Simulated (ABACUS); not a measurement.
**Single-point calculation, with input and output: C (part 2 of 2)**

The same run, continued: C (2 atoms in the cell); Kohn-Sham DFT of a periodic cell, PBE, PseudoDojo NC SR 0.4.1 PBE standard, no spin polarisation (ABACUS 3.10.1); cutoff 1115.67 eV, 13×13×8 k-mesh, fermi-dirac of 0.05 eV. The structure derives from a Materials Project entry. It belongs to a series of runs on one base structure; here: atoms moved at random by about 0.05 A.

**Log, continued**
```
----------------------------------------------------------
 E_KohnSham     -24.0904153187       -327.7669155201
 E_Harris       -23.8357753478       -324.3023609784
 E_Fermi        0.4722821952         6.4257289188
----------------------------------------------------------

 PW ALGORITHM --------------- ION=   1  ELEC=   3--------------------------------

 Density error is 0.000172181368047
                          Error Threshold = 7.00550122776e-05
----------------------------------------------------------
     Energy           Rydberg                 eV
----------------------------------------------------------
 E_KohnSham     -24.0915490306       -327.7823404619
 E_Harris       -24.0842985416       -327.6836924992
 E_Fermi        0.4888576668         6.6512497791
----------------------------------------------------------

 PW ALGORITHM --------------- ION=   1  ELEC=   4--------------------------------

 Density error is 9.18061052873e-06
                          Error Threshold = 2.15226710058e-06
----------------------------------------------------------
     Energy           Rydberg                 eV
----------------------------------------------------------
 E_KohnSham     -24.0915687729       -327.7826090706
 E_Harris       -24.0800889588       -327.6264181870
 E_Fermi        0.4886061054         6.6478271107
----------------------------------------------------------

 PW ALGORITHM --------------- ION=   1  ELEC=   5--------------------------------

 Density error is 2.97265553956e-07
                          Error Threshold = 1.14757631609e-07
----------------------------------------------------------
     Energy           Rydberg                 eV
----------------------------------------------------------
 E_KohnSham     -24.0915710628       -327.7826402261
 E_Harris       -24.0917781989       -327.7854584568
 E_Fermi        0.4895673779         6.6609058945
----------------------------------------------------------

 PW ALGORITHM --------------- ION=   1  ELEC=   6--------------------------------

 Density error is 2.44035535605e-09
                          Error Threshold = 3.71581942445e-09
----------------------------------------------------------
     Energy           Rydberg                 eV
----------------------------------------------------------
 E_KohnSham     -24.0915711555       -327.7826414872
 E_KS(sigma->0) -24.0915704576       -327.7826319918
 E_Harris       -24.0914037745       -327.7803641519
 E_band         -1.5089717001        -20.5306132419
 E_one_elec     -7.0955772998        -96.5402818768
 E_Hartree      7.5029099920         102.0823274724
 E_xc           -8.6025145468        -117.0432149637
 E_Ewald        -15.8963879052       -216.2814531283
 E_entropy(-TS) -0.0000013958        -0.0000189907
 E_descf        0.0000000000         0.0000000000
 E_exx          0.0000000000         0.0000000000
 E_Fermi        0.4896054918         6.6614244600
----------------------------------------------------------

 charge density convergence is achieved
 final etot is -327.78264149 eV
 EFERMI = 6.66142446 eV

 STATE ENERGY(eV) AND OCCUPATIONS    NSPIN == 1
 1/170 kpoint (Cartesian) = 0.0000 0.0000 0.0000 (1569 pws)
       1       -13.0970     0.00147929
       2      -0.244269     0.00147929
       3        3.00427     0.00147929
       4        4.21861     0.00147929
       5        10.5532    2.32639e-37
       6        14.3289    3.72738e-70
       7        15.9256    5.03800e-84
       8        18.1217        0.00000

 2/170 kpoint (Cartesian) = 0.018080 -0.031313 0.0071180 (1565 pws)
       1       -12.9536     0.00295858
       2     -0.0950974     0.00295858
       3        2.74432     0.00295858
       4        3.59789     0.00295858
       5        10.7508    8.93046e-39
       6        14.5192    1.65662e-71
       7        16.4856    1.37710e-88
       8        17.6564        0.00000

 3/170 kpoint (Cartesian) = 0.036160 -0.062627 0.014236 (1558 pws)
       1       -12.5250     0.00295858
       2       0.348589     0.00295858
       3        1.93003     0.00295858
       4        2.21217     0.00295858
       5        11.3457    6.07815e-44
       6        14.7636    1.24898e-73
       7        16.3968    8.13766e-88
       8        18.0179        0.00000

 4/170 kpoint (Cartesian) = 0.054239 -0.093940 0.021354 (1550 pws)
       1       -11.8162     0.00295858
       2     -0.0195323     0.00295858
       3        1.07574     0.00295858
       4        1.39379     0.00295858
       5        12.3107    2.52210e-52
       6        14.5877    4.20940e-72
       7        14.8152    4.44975e-74
       8        20.2201        0.00000

 5/170 kpoint (Cartesian) = 0.072319 -0.12525 0.028472 (1553 pws)
       1       -10.8372     0.00295858
       2       -2.14116     0.00295858
       3       0.706448     0.00295858
       4        2.04647     0.00295858
       5        12.4600    1.27381e-53
       6        13.8242    1.80296e-65
       7        14.6338    1.67330e-72
       8        22.3897        0.00000

 6/170 kpoint (Cartesian) = 0.090399 -0.15657 0.035590 (1547 pws)
       1       -9.61234     0.00295858
       2       -4.19406     0.00295858
       3       0.204605     0.00295858
       4        3.16565     0.00295858
       5        10.6224    1.16564e-37
       6        14.3344    6.67712e-70
       7        15.5820    9.73289e-81
       8        21.5172        0.00000

[... levels at 164 further k points ...]

------------------------------------------------------------------------------------------
 TOTAL-FORCE (eV/Angstrom)
------------------------------------------------------------------------------------------
                        C1         0.5190826753        -2.0686736500         0.2521779116
                        C2        -0.5190826753         2.0686736500        -0.2521779116
------------------------------------------------------------------------------------------

----------------------------------------------------------------
 TOTAL-STRESS (KBAR)
----------------------------------------------------------------
        66.1703227924        42.2648600995        -0.9840894433
        42.2648600995        42.1908072848         2.9627576066
        -0.9840894433         2.9627576066        19.4040720567
----------------------------------------------------------------
 TOTAL-PRESSURE: 42.588401 KBAR

 --------------------------------------------
 !FINAL_ETOT_IS -327.7826414871893803 eV
 --------------------------------------------
```

**Standard output**
```
ABACUS
v3.10.1

               Atomic-orbital Based Ab-initio Computation at UStc

 UNIFORM GRID DIM        : 27 * 27 * 45
 UNIFORM GRID DIM(BIG)   : 27 * 27 * 45
 ---------------------------------------------------------
 Self-consistent calculations for electrons
 ---------------------------------------------------------
 SPIN    KPOINTS         PROCESSORS  THREADS
 1       677             4           4
 ---------------------------------------------------------
 Use plane wave basis
 ---------------------------------------------------------
 ELEMENT NATOM       XC
 C       2
 ---------------------------------------------------------
 Initial plane wave basis and FFT box
 ---------------------------------------------------------
 -------------------------------------------
 SELF-CONSISTENT :
 -------------------------------------------
 START CHARGE      : atomic
 ITER       ETOT/eV          EDIFF/eV         DRHO     TIME/s
 DA1     -3.27506348e+02   0.00000000e+00   1.9974e-01   7.62
 DA2     -3.27766916e+02  -2.60567487e-01   5.6044e-03   5.65
 DA3     -3.27782340e+02  -1.54249418e-02   1.7218e-04   6.85
 DA4     -3.27782609e+02  -2.68608617e-04   9.1806e-06   6.33
 DA5     -3.27782640e+02  -3.11555783e-05   2.9727e-07   6.92
 DA6     -3.27782641e+02  -1.26105585e-06   2.4404e-09   7.35
----------------------------------------------------------------
 TOTAL-STRESS (KBAR)
----------------------------------------------------------------
        66.1703227924        42.2648600995        -0.9840894433
        42.2648600995        42.1908072848         2.9627576066
        -0.9840894433         2.9627576066        19.4040720567
----------------------------------------------------------------
 TOTAL-PRESSURE: 42.588401 KBAR
```

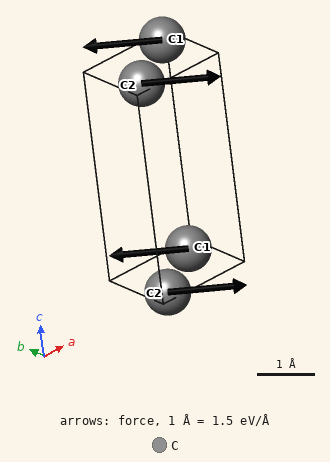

Forces on the atoms as black arrows (ball-and-stick view of the reduced cell, seen slightly off an axis; atoms are numbered from 1 in the order of the input). The largest act on C1, C2 (2.15 eV/Å). The geometry is not a stationary point of this energy.

The run was set up as follows.

**The input**
```
INPUT_PARAMETERS
suffix              C
calculation         scf
basis_type          pw
pseudo_dir          ./
symmetry            1
dft_functional      pbe
ecutwfc             82
pseudo_rcut         10
nspin               1
nbands              8
ks_solver           dav
smearing_method     fd
smearing_sigma      0.00367493
scf_thr             1e-08
scf_nmax            100
mixing_type         broyden
mixing_beta         0.7
cal_force           1
cal_stress          1
kpar                4
```

**File STRU**
```
ATOMIC_SPECIES
C 12.0110 C.upf

LATTICE_CONSTANT
1.8897261246

LATTICE_VECTORS
2.1273203072 -1.2282824400 0.0000000000
2.1273203072 1.2282824400 0.0000000000
-1.3790696309 0.0000000000 3.5028300786

ATOMIC_POSITIONS
Direct

C
0.0
2
0.1515330000 0.1857670000 1.0020710000 1 1 1
0.8376840000 0.8408800000 0.0065240000 1 1 1
```

**File KPT**
```
K_POINTS
0
Gamma
13 13 8 0 0 0
```

Launch command:
```bash
OMP_NUM_THREADS=1 mpirun -np 4 abacus > log
```

**Key numbers**

- outcome: converged
- space group (tolerance 0.01 Å): P-1 (2)
- electrons treated: 8
- free energy: −327.7826 eV
- Fermi energy: 6.661 eV
- gap on the k-point mesh: 0.51 eV
- pressure: 4.26 GPa
- largest force (length of the vector): 2.148 eV/Å
- hardware: 4 threads of Intel Xeon @ 2.50GHz (Skylake/Cascade Lake), 16 GiB of memory available, shared host
- wall time: 43 s (CPU time 2.9 min)
- peak memory: 0.4 GiB
